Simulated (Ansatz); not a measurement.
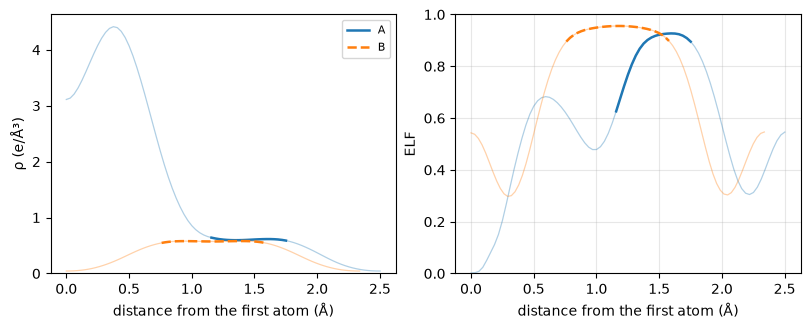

*TaSi$_{31}$ (cell charge +1, with a compensating background) (cell with a defect). Valence pseudo-density and ELF along straight lines between neighbouring atoms. Thin, pale parts lie inside the atomic spheres.*

Theory: DFT PBEsol, scalar-relativistic, plane waves, PAW (Ansatz).

In a PAW calculation such maps are meaningful between the atoms, not at the nuclei.

### Which curve belongs to which contact (Si–Si and Ta–Si)? The first atom named is at distance zero.

Curve A: Ta–Si (2.50 Å): ρ at the midpoint is about 0.61 e/Å³; the ELF peaks at about 0.95 in the valence shell of Si, 0.9 Å from its nucleus, and is about 0.75 at the midpoint. Curve B: Si–Si (2.34 Å): ρ at the midpoint is about 0.57 e/Å³; the ELF peaks at about 0.95 between the atoms; a shared electron pair.
